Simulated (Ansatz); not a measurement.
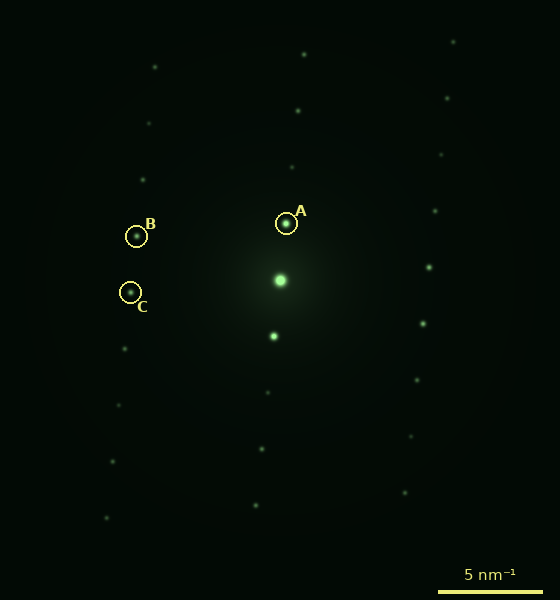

The pattern is a kinematic simulation for 120 kV electrons (no multiple scattering; isotropic B = 0.5 Å²). The zone axis points towards the electron source and the pattern is seen from the source side.

The sample is B, space group Cmcm (No. 63), a = 1.626 Å, b = 7.318 Å, c = 2.842 Å. Structure: the input geometry of an electronic-structure calculation (not necessarily at equilibrium); the starting structure was generated, so it need not be a known form of this composition.

Spot A is indexed 0 -2 0 and spot B 1 -1 -1.

### Give hkl for C.

C = −A + B = 1 1 -1 (d = 1.386 Å).

### Which zone axis is this?

The cross product of A and B is parallel to [101]; every spot obeys hu + kv + lw = 0.
